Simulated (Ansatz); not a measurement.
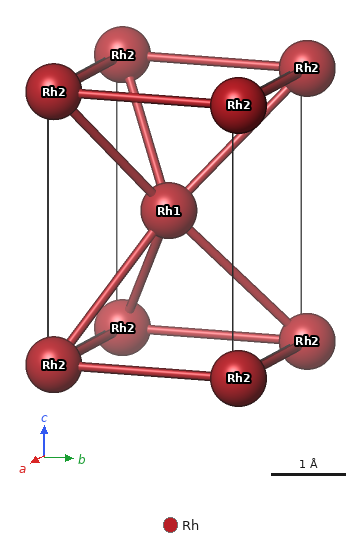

**Figure 1.** The structure as given in the input (ball-and-stick view of the cell of the calculation, seen slightly off an axis; atoms are numbered from 1 in the order of the input).

Run report: Rh, single-point calculation

- system: Rh (P-1, 2 atoms in the cell)
- method: DFT PBEsol, scalar-relativistic, plane waves, PAW, no spin polarisation (Ansatz 0.2.0)

The structure derives from an entry of the Crystallography Open Database. It belongs to a series of runs on one base structure; here: all atoms moved at random, sigma 0.25 A a component. Figures and captions count atoms from 1; the log counts them from 0 in places.

### Output
```
Engine: ansatz 0.2.0, x86_64-unknown-linux-gnu
Pseudopotentials: kind: paw
Pseudopotential: Rh, paw, valence charge 17, recommended cutoff 420 eV (normal), Rh.paw.azcp
Functional definition: PBEsol
  exchange = pbesol_x
  correlation = pbesol_c
Crystal: 2 atoms, lattice volume = 27.005 Å³
Basis set: ecut = 420 eV, 513 PW (Γ), exchange–correlation on 36×36×54 points (8 copies of the dense FFT grid, shifted against one another)
Bands: 21, of which v1, the nominal top of the filled ones, is band 17 counted from 1 (16 counted from 0)
Symmetry: 2 space group operations
Space group: P-1 (ITA 2), of the structure as read, at distance tolerance 3.0e-5 Å
k-points: 724 of 1440
Non-local potential: Rh, projectors of the file, l = 0: 3, l = 1: 2, l = 2: 2, l = 3: 1
PAW form: soft (Blöchl's): semilocal exchange-correlation on the pseudo side does not see the compensation charge
PAW frozen core: Rh, regenerated for the run's functional, and the local potential with it (the file was generated under x = pbe(κ = 0.804, μ = 0.2195149727645171), c = pbe(β = 0.06672455060314922))
PAW one-centre angular grid: Rh, 590 points (default); XC on 64 Gauss nodes
Initial density: superposition of atomic densities (neutral atoms: chi_scale 0, normalization atom), corrected by the library's trained network
Initial wavefunctions: pseudopotential atomic-orbital guess
Functional: x = pbesol(κ = 0.804, μ = 0.12345679012345678), c = pbesol(β = 0.046)
SCF iter   1: F=—  HF=-12677.204285 eV  |F-HF|=—  |Δ(HF+E_count)|=         —  Δρ=1.08e-2  dr2=2.29e-2  ethr=1.77e-3  ⟨swp⟩=4.7  Hψ=58028  notcnv=0
preconditioner: auto → none  [metal: Δε(μ)=0.002 eV  Ē_g=7.703 eV  σ=0.150 eV  W_gap=0.01  n_scr=6 (ndim 8)  ℏωp=30.3 eV  f_vac=0.000  D(μ)=2.88/eV (n_scr^D=36)  sad-step TF]
SCF iter   2: F=—  HF=-12677.201076 eV  |F-HF|=—  |Δ(HF+E_count)|=   3.21e-3  Δρ=5.53e-3  dr2=6.05e-3  ethr=6.75e-5  ⟨swp⟩=2.0  Hψ=26842  notcnv=0
SCF iter   3: F=—  HF=-12677.199152 eV  |F-HF|=—  |Δ(HF+E_count)|=   1.92e-3  Δρ=4.53e-4  dr2=2.10e-5  ethr=1.78e-5  ⟨swp⟩=2.0  Hψ=21595  notcnv=0
SCF iter   4: F=—  HF=-12677.199179 eV  |F-HF|=—  |Δ(HF+E_count)|=   2.64e-5  Δρ=1.20e-4  dr2=1.81e-6  ethr=6.19e-8  ⟨swp⟩=2.0  Hψ=27307  notcnv=0
SCF iter   5: F=—  HF=-12677.199178 eV  |F-HF|=—  |Δ(HF+E_count)|=   4.04e-7  Δρ=4.12e-5  dr2=3.38e-7  ethr=5.31e-9  ⟨swp⟩=2.0  Hψ=21953  notcnv=0
SCF iter   6: F=-12677.199178 eV  HF=-12677.199178 eV  |F-HF|=6.24e-8  |Δ(HF+E_count)|=   6.40e-8  Δρ=1.47e-5  dr2=7.61e-8  ethr=2.94e-10  ⟨swp⟩=5.1  Hψ=63654  notcnv=0
SCF 1 converged in 6 iterations: F = -12677.199178 eV  dr2 = 7.61e-8
  greatest PAW one-centre occupation: 1.000 electrons in one spin orbital (limit 2), on the Rh atom at site 1 (counted from 0), in its partial waves of l = 0
SCF converged after 6 iterations
Free energy (F): -12677.199178 eV
Harris-Foulkes:  -12677.199178 eV  (|F-HF|=6.24e-8)
Internal energy: -12677.166355 eV  (E = F + TS)
E sigma→0 (E₀):  -12677.182767 eV
Entropy (-TS):   -0.032823 eV (-16.411 meV/atom)
Fermi energy:    22.831442 eV
--- Per-component energies (eV) ---
  E_band       = -160.148456
  E_kinetic    = 1148.693129
  E_local      = -3110.512444  (includes V_loc(G=0)·N_el)
  E_nonlocal   = 713.127258
  E_hartree    = 1094.509565
  E_xc         = -441.971902
  E_vxc        = -556.932027  (∫ρ·V_xc dr)
  E_paw        = -7047.865617  (= ΣΔE_a)
  E_vpaw       = -543.547384  (= ΣTr[D̂ρ^β])
  E_aug_tail   = 0.001653  (compensation charges beyond the density's cutoff)
  E_ewald      = -5033.700397
  E_core_change = 0.552399  (= ΣΔE_core)
  E_smearing   = -0.032823  (= −TS)
  E_closure    = -0.000000  (closes the sum)
  Σ components = -12677.199178   (vs F -12677.199178, Δ=0.00e0)
--- Forces (eV/Å), atoms counted from 1 ---
  atom   1  Rh    -0.44084233     0.23897589    -2.08576085
  atom   2  Rh     0.44084233    -0.23897589     2.08576085
  max |Σ_I F_I| component: 0.00e0 eV/Å
--- Stress (GPa, compression-positive) ---
       12.078673      -0.275729       2.427201
       -0.275728      -1.517668       0.277251
        2.427189       0.277252       9.583112
  P = ⅓ Tr σ = 6.7147 GPa (67.147 kbar)
--- Band table (eV; the first three rows and the last of 724) ---
  k-point 0: bands = ["-56.1239", "-55.9275", "-24.4411", "-23.8837", "-23.7921", "-23.5632", "-23.5572", "-23.5450", "14.6079", "16.2304", "16.7412", "19.3710", "19.3796", "19.8396", "21.4421", "22.0028", "23.1970", "23.2847", "23.8658", "26.0141", "35.0956"]
  k-point 1: bands = ["-56.1192", "-55.9323", "-24.4235", "-23.8823", "-23.7872", "-23.5782", "-23.5632", "-23.5506", "14.7461", "16.2975", "16.7761", "19.2630", "19.4574", "19.9240", "21.3270", "22.0036", "23.1711", "23.2204", "23.7602", "25.4707", "35.7501"]
  k-point 2: bands = ["-56.1055", "-55.9461", "-24.3724", "-23.8835", "-23.7731", "-23.6162", "-23.5807", "-23.5663", "15.1464", "16.4863", "16.8838", "18.9673", "19.6845", "20.1711", "21.0025", "22.0182", "23.0121", "23.0919", "23.4719", "24.2172", "36.9105"]
  k-point 723: bands = ["-55.9466", "-55.9411", "-24.2733", "-24.2080", "-24.0701", "-24.0248", "-23.7756", "-23.7750", "17.4017", "17.4037", "18.6290", "18.6730", "18.9202", "18.9429", "21.8141", "21.8459", "23.7956", "23.8195", "31.1460", "31.4007", "32.3324"]
```

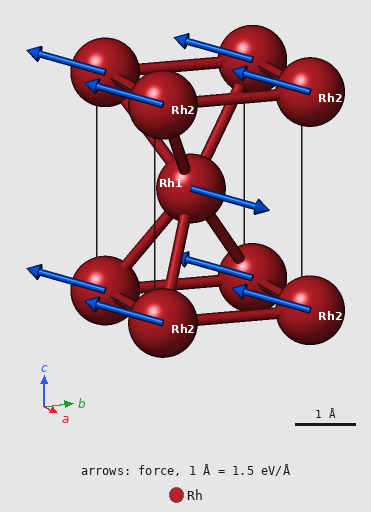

**Figure 2.** Forces on the atoms as blue arrows (ball-and-stick view of the cell of the calculation, seen slightly off an axis; atoms are numbered from 1 in the order of the input). The largest act on Rh1, Rh2 (2.15 eV/Å). The geometry is not a stationary point of this energy.

The run was set up as follows.

### The input
```yaml
crystal:
  lattice:
    - [0.0, -1.8899965799, -1.8899965799]
    - [0.0, 1.8899965799, -1.8899965799]
    - [3.7799931598, 0.0, 0.0]
  atoms:
    - { symbol: Rh, position: [0.4672266844, 0.4563026555, 0.5042522937] }
    - { symbol: Rh, position: [0.0327733156, 0.0436973445, -0.0042522937] }
basis:
  ecutwfc: 420
kpoints:
  mp_grid: { grid: [12, 12, 10] }
hamiltonian:
  xc: pbesol
scf:
  occupations: { method: gaussian, width: 0.15 }
output:
  forces: true
  stress: true
  eigenvalues: true
```

Run as:
```bash
ansatz run input.yaml --threads 4 --pin off --max-ram 2560MiB --backend cpu --events-out ev --progress --plain --runs-dir out
```

### Summary

- outcome: converged
- space group (tolerance 0.01 Å): P-1 (2)
- electrons treated: 34
- free energy: −12677.1992 eV
- Fermi energy: 22.831 eV
- gap on the k-point mesh: none (metallic)
- pressure: 6.71 GPa
- largest force (length of the vector): 2.145 eV/Å
- hardware: 4 threads of Intel Xeon @ 2.30GHz, 28 GiB of memory available, shared host
- wall time: 5.2 s (CPU time 14 s)
- peak memory: 0.67 GiB
